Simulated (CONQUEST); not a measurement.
# ZnS: 7 runs along one coordinate

System: ZnS (P6₃mc, 8 atoms in the cell).
Method: Kohn-Sham DFT of a periodic cell, PBEsol, PseudoDojo NC PBEsol, no spin polarisation (CONQUEST 1.3).

The 7 runs differ only in the geometry, by an even scaling of the cell at fixed fractional positions. The structure derives from an entry of the Crystallography Open Database.

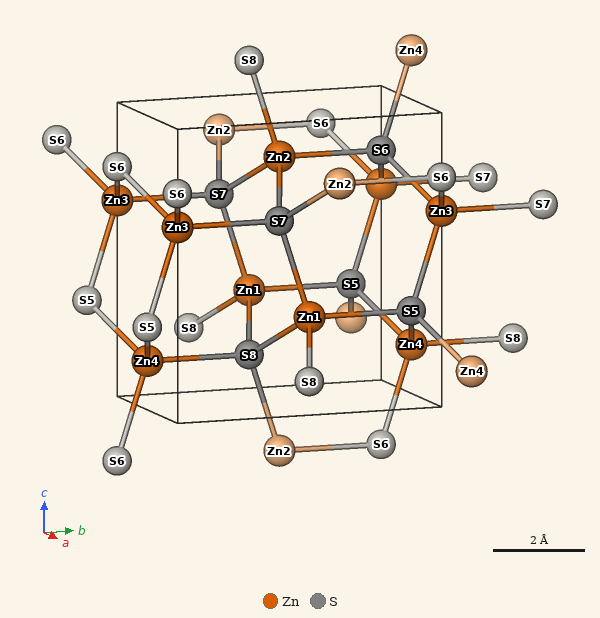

Figure 1. The structure of run 4 (ball-and-stick view of the cell of the calculation, seen slightly off an axis; neighbours outside the cell are drawn fainter; atoms are numbered from 1 in the order of the input).

## Input of run 4
```
IO.Title ZnS
IO.Coordinates coords.dat
IO.FractionalAtomicCoords T
IO.Iprint 2
IO.Iprint_init 1
General.NumberOfSpecies 2
General.PseudopotentialType hamann
AtomMove.TypeOfRun static
AtomMove.FullStress T
Grid.PointsAlongX 36
Grid.PointsAlongY 60
Grid.PointsAlongZ 64
DM.SolutionMethod diagon
Diag.MPMesh T
Diag.GammaCentred T
Diag.MPMeshX 7
Diag.MPMeshY 5
Diag.MPMeshZ 4
Diag.kT 0.00183747
minE.SCTolerance 1e-6
SC.MaxIters 100
IO.AtomChargeOutput T
%block ChemicalSpeciesLabel
1 65.390 Zn
2 32.070 S
%endblock
```

Command:
```bash
Conquest
```

Lattice vectors (Å) and fractional positions of run 4:
```
   3.811000    0.000000    0.000000
   0.000000    6.234000    0.000000
   0.000000    0.000000    6.600846
Zn  0.000000  0.500000  0.333333
Zn  0.500000  0.500000  0.833333
Zn  0.000000  0.000000  0.666667
Zn  0.500000  0.000000  0.166667
S   0.000000  0.885000  0.333333
S   0.500000  0.885000  0.833333
S   0.000000  0.385000  0.666667
S   0.500000  0.385000  0.166667
```

Run 2 has the same physical settings and fractional positions; its lattice vectors (Å) are:
```
   3.759494    0.000000    0.000000
   0.000000    6.149746    0.000000
   0.000000    0.000000    6.511634
```

## Results, with one run withheld

| run | volume per atom (Å³) | free energy per atom, from the lowest run given (meV) | pressure (GPa) | gap on the mesh (eV) |
| --- | --- | --- | --- | --- |
| 1 | 18.427 | 27.27 | 6.44 | 2.70 |
| 2 | 18.819 | ? | ? | ? |
| 3 | 19.211 | 5.36 | 2.69 | 2.46 |
| 4 | 19.603 | 0.83 | 1.08 | 2.35 |
| 5 | 19.995 | 0.00 | −0.41 | 2.24 |
| 6 | 20.387 | 2.72 | −1.78 | 2.13 |
| 7 | 20.779 | 8.40 | −2.89 | 2.03 |

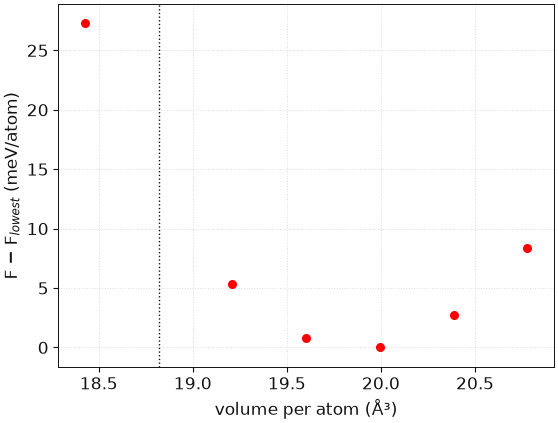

Figure 2. Free energy per atom of the runs given; the dotted line marks run 2.

What should run 2 give?

A cubic polynomial in V^(−2/3) (the Birch–Murnaghan form), fitted to the 6 runs given, misses them by at most 0.04 meV per atom. With x = V^(−2/3) − 0.13706 Å⁻², it reads F = 0.25982 + 883.52 x + 5.4581e+05 x² − 2.1409e+05 x³ (meV per atom). At run 2 it gives 14.03 meV per atom, and the run itself gives 14.10. The slope of the fit gives a pressure −dF/dV of 4.45 GPa there, and the run prints 4.46 GPa. The fit has its minimum at 19.883 Å³ per atom, where V d²F/dV² gives 72.6 GPa. Cell shape and fractional positions are held, so this is the stiffness under even scaling; the relaxed bulk modulus wasn't computed. The gap on the mesh goes, without turning, from 2.70 eV in run 1 to 2.03 eV in run 7; run 2 has 2.58 eV. These are gaps of this functional on this mesh, which can miss the band edges; they aren't the measured gap.

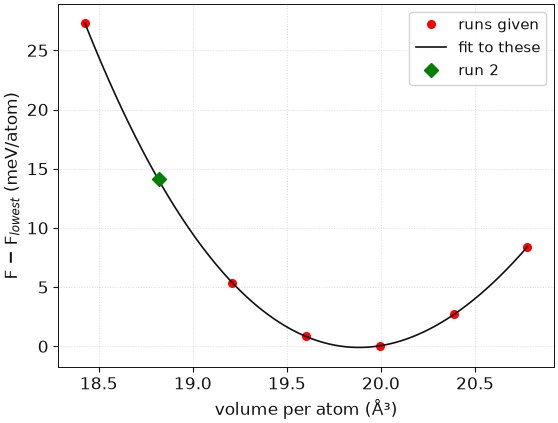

Figure 3. The fit and the withheld run.

## Some lines of the output (run 2)
```
[...]
      Using Fermi-Dirac smearing
          DFT Total Energy                 :      -879.778234161749197 Ha
          DFT Total Energy                 :      -879.868451388406584 Ha
          DFT Total Energy                 :      -879.870627861165303 Ha
          DFT Total Energy                 :      -879.870638284700362 Ha
          DFT Total Energy                 :      -879.870638799941275 Ha
          DFT Total Energy                 :      -879.870638807869000 Ha
      |* DFT total energy        =      -879.870638807869000 Ha
    force: Average pressure:      4.45666928 GPa
```

Notes: With a small basis of atomic orbitals these values can differ much from converged plane-wave results.
